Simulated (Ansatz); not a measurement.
## Run report: Bi₂Te₃, band-structure calculation

Bi₂Te₃ (R-3m, 5 atoms in the cell), computed with DFT, PBE, all-electron LAPW, scalar-relativistic, no spin polarisation (Ansatz 0.2.0).

The structure derives from an entry of the Crystallography Open Database. Its volume is 1.02 times that of the source entry. It belongs to a series of runs on one base structure; here: volume scaled by 1.02. Figures and captions count atoms from 1; the log counts them from 0 in places.

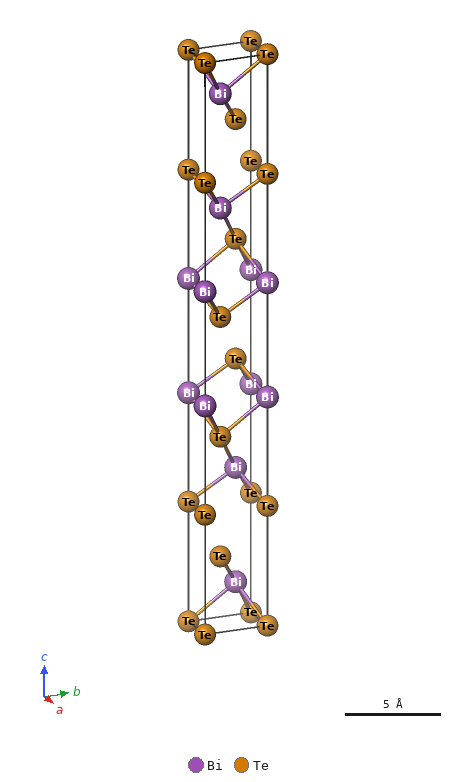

Fig. 1: The structure as given in the input (ball-and-stick view of the cell 3 times as large as that of the calculation, set on its symmetry axes, seen slightly off an axis).

**Key numbers**

| quantity | value |
| --- | --- |
| outcome | converged |
| space group (tolerance 0.01 Å) | R-3m (166) |
| electrons in bands (core shells apart) | 146 |
| free energy | −1726066.2185 eV |
| Fermi energy | 11.824 eV |
| pressure | 0.87 GPa |
| electronic character | gap of 0.30 eV |
| largest force (length of the vector) | 0.161 eV/Å |
| hardware | 2 threads of Intel Xeon (Sapphire Rapids), 64 GiB of memory available, shared host |
| wall time | 53 s (CPU time 1.7 min) |
| peak memory | 0.92 GiB |

**Notes**

Spin–orbit coupling is left out, which matters for Bi.

**Input**
```yaml
crystal:
  lattice:
    - [2.2075241642, 1.2745146704, 10.2329942799]
    - [-2.2075241642, 1.2745146704, 10.2329942799]
    - [0.0, -2.5490293408, 10.2329942799]
  atoms:
    - { symbol: Bi, position: [0.4, 0.4, 0.4] }
    - { symbol: Bi, position: [0.6, 0.6, 0.6] }
    - { symbol: Te, position: [0.0, 0.0, 0.0] }
    - { symbol: Te, position: [0.2095, 0.2095, 0.2095] }
    - { symbol: Te, position: [0.7905, 0.7905, 0.7905] }
kpoints:
  mp_grid: { grid: [7, 7, 7] }
  band_path:
    path:
      - [0.0, 0.0, 0.0]
      - [0.5, 0.5, 0.5]
      - [0.822991609, 0.177008391, 0.5]
      - [0.5, -0.177008391, 0.177008391]
      - [0.5, 0.0, 0.0]
      - [0.0, 0.0, 0.0]
      - [0.3385041955, -0.3385041955, 0.0]
      - [0.6614958045, 0.0, 0.3385041955]
      - [0.5, 0.0, 0.5]
    npoints: 5
scf:
  occupations: { method: fermi_dirac, width: 0.08 }
hamiltonian:
  xc: pbe
  pseudopotentials: { kind: all_electron, lapw: { basis_error: 0.001 } }
output:
  forces: true
  stress: true
  eigenvalues: true
```

Launch command:
```bash
ansatz run input.yaml --threads 2 --pin off --max-ram 6144MiB --backend cpu --events-out ev --progress --plain --runs-dir out
```

**The program's output**
```
LAPW: plane waves up to 7.232 Å⁻¹, error target 1.0e-3 eV per atom; small_component_spin mean_spin; Te in spheres of 1.519 Å, 24 of its electrons in bands, Dirac shells []; Bi in spheres of 1.576 Å, 37 of its electrons in bands, Dirac shells [] (how accurate: hamiltonian.pseudopotentials.lapw.basis_error, Limitations)
Engine: ansatz 0.2.0, x86_64-unknown-linux-gnu
Pseudopotentials: kind: all_electron
Pseudopotential: Bi, LAPW, valence charge 37, lapw/all_electron/scalar/gaussian/Bi, Koelling and Harmon's equation, gaussian nucleus
Pseudopotential: Te, LAPW, valence charge 24, lapw/all_electron/scalar/gaussian/Te, Koelling and Harmon's equation, gaussian nucleus
Functional definition: PBE
  parameter kappa = 0.804
  parameter beta = 0.06672455060314922
  exchange = pbe_x(kappa = kappa, mu = beta*pi^2/3)
  correlation = pbe_c(beta = beta)
Crystal: 5 atoms, lattice volume = 172.745 Å³
Basis set: ecut = 199.28168116722568 eV, 1097 PW (Γ), FFT grids on a1−a3, a2−a3, a3, exchange–correlation at level 2
Bands: 88, of which v1, the nominal top of the filled ones, is band 73 counted from 1 (72 counted from 0)
Symmetry: 12 space group operations
Space group: R-3m (ITA 166), of the structure as read, at distance tolerance 5.6e-5 Å
k-points: 44 of 343
Non-local potential: Bi, projectors of the file, none
Non-local potential: Te, projectors of the file, none
Initial density: superposition of atomic densities (chi_scale 0.1, normalization cell, long waves kept (reshape's long-wave potential 0.14 eV rms))
Initial wavefunctions: plane waves of lowest kinetic energy (no species holds an atomic orbital)
Functional: x = pbe(κ = 0.804, μ = 0.2195149727645171), c = pbe(β = 0.06672455060314922)
iter 1 solved again at ethr=9.00e-4 eV; its pass at ethr=1.00e-1 eV (dr2=1.31e0 eV) is discarded
SCF iter   1: F=—  HF=-1726066.501026 eV  |F-HF|=—  |Δ(HF+E_count)|=         —  Δρ=1.64e-2  dr2=1.31e0  ethr=9.00e-4  ⟨swp⟩=2.2  Hψ=23901  notcnv=0
preconditioner: auto → Resta (q_TF=auto, 2.653 Å⁻¹)  ε∞=3.0  [insulator: Δε(μ)=0.499 eV  Ē_g=10.664 eV  σ=0.080 eV  W_gap=0.91  n_scr=50 (ndim 8)  ℏωp=14.9 eV  f_vac=0.107  D(μ)=0.01/eV (n_scr^D=0)  ε∞_Penn≈3.0]
SCF iter   2: F=—  HF=-1726066.239268 eV  |F-HF|=—  |Δ(HF+E_count)|=   2.62e-1  Δρ=7.19e-3  dr2=3.42e-1  ethr=9.00e-4  ⟨swp⟩=2.2  Hψ=12026  notcnv=0
SCF iter   3: F=—  HF=-1726066.226894 eV  |F-HF|=—  |Δ(HF+E_count)|=   1.24e-2  Δρ=5.19e-3  dr2=1.75e-1  ethr=2.34e-4  ⟨swp⟩=2.1  Hψ=11604  notcnv=0
SCF iter   4: F=—  HF=-1726066.214629 eV  |F-HF|=—  |Δ(HF+E_count)|=   1.23e-2  Δρ=2.44e-3  dr2=1.99e-2  ethr=1.20e-4  ⟨swp⟩=2.0  Hψ=10901  notcnv=0
iter 5 solved again at ethr=3.59e-7 eV; its pass at ethr=1.36e-5 eV (dr2=5.24e-4 eV) is discarded
SCF iter   5: F=—  HF=-1726066.218298 eV  |F-HF|=—  |Δ(HF+E_count)|=         —  Δρ=4.69e-4  dr2=5.26e-4  ethr=3.59e-7  ⟨swp⟩=2.0  Hψ=19278  notcnv=0
the basis was enlarged: its passes take 189.3 KiB over the memory plan, 2 of 2 planned eigensolver slots
SCF iter   6: F=—  HF=-1726066.218415 eV  |F-HF|=—  |Δ(HF+E_count)|=   1.17e-4  Δρ=1.43e-4  dr2=5.34e-5  ethr=3.59e-7  ⟨swp⟩=3.0  Hψ=11648  notcnv=0
SCF iter   7: F=—  HF=-1726066.218472 eV  |F-HF|=—  |Δ(HF+E_count)|=   5.72e-5  Δρ=5.76e-5  dr2=1.01e-5  ethr=3.66e-8  ⟨swp⟩=3.0  Hψ=11754  notcnv=0
SCF iter   8: F=—  HF=-1726066.218484 eV  |F-HF|=—  |Δ(HF+E_count)|=   1.12e-5  Δρ=2.30e-5  dr2=1.69e-6  ethr=6.94e-9  ⟨swp⟩=3.0  Hψ=11813  notcnv=0
SCF iter   9: F=—  HF=-1726066.218487 eV  |F-HF|=—  |Δ(HF+E_count)|=   2.86e-6  Δρ=6.24e-6  dr2=1.48e-7  ethr=1.16e-9  ⟨swp⟩=3.0  Hψ=11958  notcnv=0
SCF iter  10: F=-1726066.218487 eV  HF=-1726066.218487 eV  |F-HF|=2.56e-9  |Δ(HF+E_count)|=   1.27e-7  Δρ=2.30e-6  dr2=2.14e-8  ethr=1.02e-10  ⟨swp⟩=3.0  Hψ=11891  notcnv=0
SCF 1 converged in 10 iterations: F = -1726066.218487 eV  dr2 = 2.14e-8
```

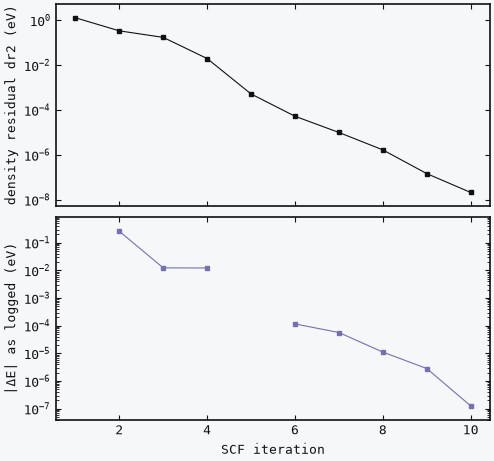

Fig. 2: Convergence of the self-consistent field: density residual dr2 and size of the energy change against the SCF iteration. The residual falls at every step.

```
NSCF: frozen V_eff on 41 k-points
SCF converged after 10 iterations
Free energy (F): -1726066.218487 eV
Harris-Foulkes:  -1726066.218487 eV  (|F-HF|=2.56e-9)
Internal energy: -1726066.217144 eV  (E = F + TS)
E sigma→0 (E₀):  -1726066.217815 eV
Entropy (-TS):   -0.001343 eV (-0.269 meV/atom)
Fermi energy:    11.823891 eV
--- Per-component energies (eV) ---
  E_band       = -8811.656069
  E_kinetic    = 1941838.278603
  E_xc         = -35984.126783
  E_electrostatic = -3631920.368964  (all electrons and nuclei)
  E_smearing   = -0.001343  (= −TS)
  E_closure    = 0.000000  (closes the sum)
  E_atoms      = -1726047.921167  (free atoms, spherical and without spin; not in F)
  Σ components = -1726066.218487   (vs F -1726066.218487, Δ=0.00e0)
  Basis errors (estimates in eV, not in F): energy 4.1e-4 per atom: plane waves 3.7e-4 (2.0e-4 summed), levels above the bands 2.7e-42, relativity 3.7e-8, radial functions 4.2e-5, core shells 1.5e-8; eigenvalues (radial functions only) 1.0e-6; not estimated: angular momenta, meshes, grids; target (lapw.basis_error) 1.0e-3; muffin-tin radii Te 1.519 Å, Bi 1.576 Å
--- Forces (eV/Å), atoms counted from 1 ---
  atom   1  Bi     0.00000000     0.00000000     0.08359500
  atom   2  Bi    -0.00000000    -0.00000000    -0.08359500
  atom   3  Te     0.00000000     0.00000000    -0.00000000
  atom   4  Te     0.00000000    -0.00000000     0.16112179
  atom   5  Te     0.00000000     0.00000000    -0.16112179
  max |Σ_I F_I| component: 2.78e-17 eV/Å
--- Stress (GPa, compression-positive) ---
        0.957588       0.000000       0.000000
        0.000000       0.957588      -0.000000
        0.000000      -0.000000       0.694686
  P = ⅓ Tr σ = 0.8700 GPa (8.700 kbar)
--- Band table (eV; the first three rows and the last of 44) ---
  k-point 0: bands = ["-147.6251", "-147.6251", "-147.4469", "-141.8890", "-141.8890", "-137.0176", "-137.0176", "-137.0160", "-137.0160", "-137.0160", "-137.0160", "-137.0142", "-137.0142", "-137.0138", "-137.0138", "-137.0138", "-137.0138", "-137.0133", "-137.0133", "-97.6649", "-97.6648", "-97.6614", "-97.6614", "-97.6614", "-97.6614", "-97.5040", "-97.4754", "-97.4754", "-80.1475", "-80.1475", "-80.1475", "-80.1475", "-80.1471", "-80.1471", "-24.9943", "-24.9943", "-24.9902", "-24.9885", "-24.9878", "-24.9878", "-24.9864", "-24.9864", "-24.9857", "-24.9857", "-24.8304", "-24.8247", "-24.8247", "-24.7978", "-24.7978", "-11.5223", "-11.5223", "-11.5208", "-11.5208", "-11.5151", "-11.5139", "-11.5112", "-11.5112", "-11.5100", "-11.5100", "-1.5111", "-0.8067", "0.3718", "2.7624", "3.2037", "9.3977", "9.6220", "9.9919", "9.9919", "10.0184", "10.0184", "10.8408", "10.8408", "11.6601", "11.9624", "12.3447", "12.3447", "13.6409", "13.7619", "13.7619", "16.5476", "17.0492", "17.6587", "17.6587", "18.0371", "18.0371", "18.0423", "18.8661", "18.8661"]
  k-point 1: bands = ["-147.6251", "-147.6251", "-147.4469", "-141.8890", "-141.8890", "-137.0176", "-137.0176", "-137.0160", "-137.0160", "-137.0160", "-137.0160", "-137.0142", "-137.0142", "-137.0138", "-137.0138", "-137.0138", "-137.0138", "-137.0133", "-137.0133", "-97.6649", "-97.6648", "-97.6614", "-97.6614", "-97.6614", "-97.6614", "-97.5040", "-97.4754", "-97.4754", "-80.1475", "-80.1475", "-80.1475", "-80.1475", "-80.1471", "-80.1471", "-24.9942", "-24.9941", "-24.9899", "-24.9888", "-24.9878", "-24.9876", "-24.9864", "-24.9863", "-24.9857", "-24.9856", "-24.8303", "-24.8247", "-24.8247", "-24.7977", "-24.7976", "-11.5237", "-11.5220", "-11.5204", "-11.5189", "-11.5140", "-11.5129", "-11.5119", "-11.5112", "-11.5108", "-11.5097", "-1.3371", "-0.6609", "0.4916", "2.6033", "3.0527", "8.6263", "8.7286", "9.4128", "9.4175", "10.0851", "10.3605", "10.5954", "10.7128", "11.0247", "12.9106", "12.9908", "13.0554", "13.5714", "13.6533", "14.2348", "16.0434", "16.6872", "17.7492", "17.8167", "18.3455", "18.5568", "18.7758", "19.1099", "19.6630"]
  k-point 2: bands = ["-147.6251", "-147.6251", "-147.4469", "-141.8890", "-141.8890", "-137.0176", "-137.0176", "-137.0160", "-137.0160", "-137.0160", "-137.0160", "-137.0142", "-137.0142", "-137.0138", "-137.0138", "-137.0138", "-137.0138", "-137.0133", "-137.0133", "-97.6649", "-97.6648", "-97.6614", "-97.6614", "-97.6614", "-97.6614", "-97.5040", "-97.4754", "-97.4754", "-80.1475", "-80.1475", "-80.1475", "-80.1475", "-80.1471", "-80.1471", "-24.9942", "-24.9937", "-24.9896", "-24.9893", "-24.9878", "-24.9871", "-24.9864", "-24.9861", "-24.9857", "-24.9855", "-24.8301", "-24.8249", "-24.8247", "-24.7977", "-24.7971", "-11.5275", "-11.5255", "-11.5175", "-11.5157", "-11.5153", "-11.5133", "-11.5100", "-11.5094", "-11.5084", "-11.5082", "-0.8302", "-0.2678", "0.8062", "2.0272", "2.6279", "7.5280", "8.1451", "8.4275", "8.9073", "9.3572", "9.4640", "10.6761", "10.7529", "11.0222", "12.6525", "13.0508", "13.1976", "14.3044", "14.4206", "15.3126", "15.6536", "17.1816", "17.5114", "18.6268", "18.9353", "19.0994", "19.7950", "19.8804", "20.6500"]
  k-point 43: bands = ["-147.6251", "-147.6251", "-147.4469", "-141.8890", "-141.8890", "-137.0176", "-137.0176", "-137.0160", "-137.0160", "-137.0160", "-137.0160", "-137.0142", "-137.0142", "-137.0138", "-137.0138", "-137.0138", "-137.0138", "-137.0133", "-137.0133", "-97.6649", "-97.6648", "-97.6614", "-97.6614", "-97.6614", "-97.6614", "-97.5040", "-97.4754", "-97.4754", "-80.1475", "-80.1475", "-80.1475", "-80.1475", "-80.1471", "-80.1471", "-24.9942", "-24.9941", "-24.9900", "-24.9888", "-24.9878", "-24.9876", "-24.9864", "-24.9863", "-24.9857", "-24.9856", "-24.8303", "-24.8247", "-24.8247", "-24.7977", "-24.7976", "-11.5237", "-11.5220", "-11.5204", "-11.5189", "-11.5139", "-11.5130", "-11.5120", "-11.5112", "-11.5108", "-11.5097", "-1.2014", "-0.9442", "0.9255", "1.9303", "3.4603", "8.4886", "8.9960", "9.5106", "9.5662", "9.7260", "9.9159", "10.6234", "10.9399", "11.4410", "12.3001", "12.6327", "13.2018", "13.8832", "13.9629", "14.3130", "16.3588", "16.9046", "17.1235", "17.7496", "17.7883", "18.7049", "18.8826", "19.2211", "19.5822"]
```

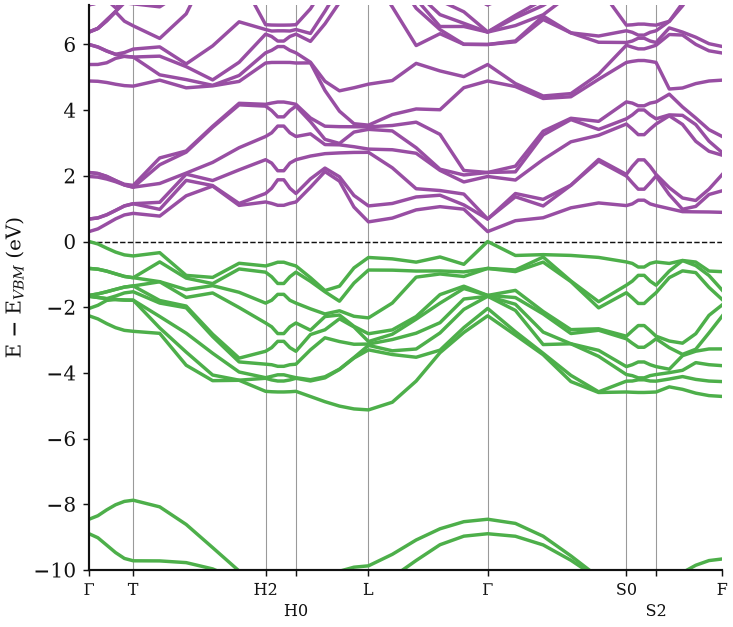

Fig. 3: Band structure along Γ–T–H2–H0–L–Γ–S0–S2–F, with energies from the valence-band top. There is a gap of 0.30 eV on this path, direct, at Γ.

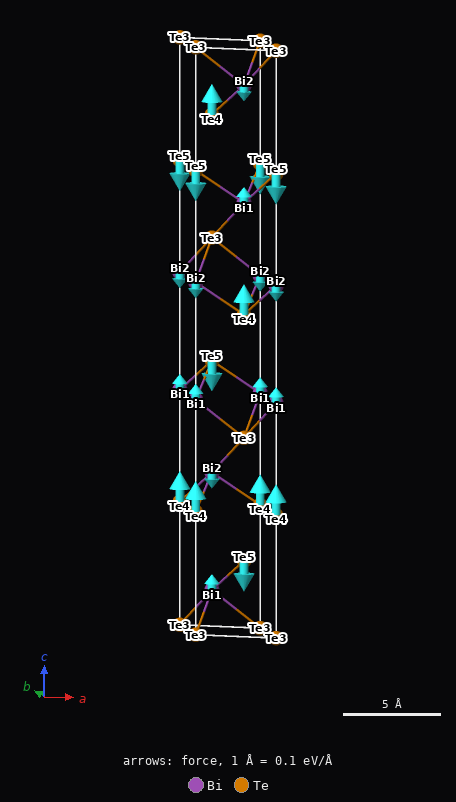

Fig. 4: Forces on the atoms as teal arrows (ball-and-stick view of the cell 3 times as large as that of the calculation, set on its symmetry axes, seen slightly off an axis; atoms are numbered from 1 in the order of the input). The largest act on Te4, Te5 (0.16 eV/Å); Bi1, Bi2 (0.08 eV/Å). The geometry is not a stationary point of this energy.
